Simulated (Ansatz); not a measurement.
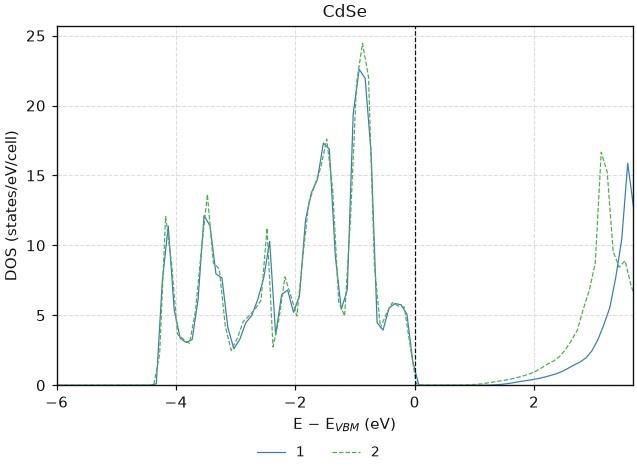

Total densities of states of CdSe, space group Pm-3n, 12 atoms in the cell, by two methods on the same cell. Each is counted from its own valence-band top.

### Which curve is which? The methods: PBE, r2SCAN.

1 is r2SCAN; 2 is PBE. r2SCAN gives a gap of 1.14 eV and PBE gives a gap of 0.65 eV.

Settings. r2SCAN: DFT r2SCAN, scalar-relativistic, plane waves, PAW, no spin polarisation, 4×4×4 k mesh, 500 eV cutoff (Ansatz 0.2.0). PBE: DFT PBE, scalar-relativistic, plane waves, PAW, no spin polarisation, 4×4×4 k mesh, 420 eV cutoff (Ansatz).

The structure is an invented one, so it need not be a known or stable phase.
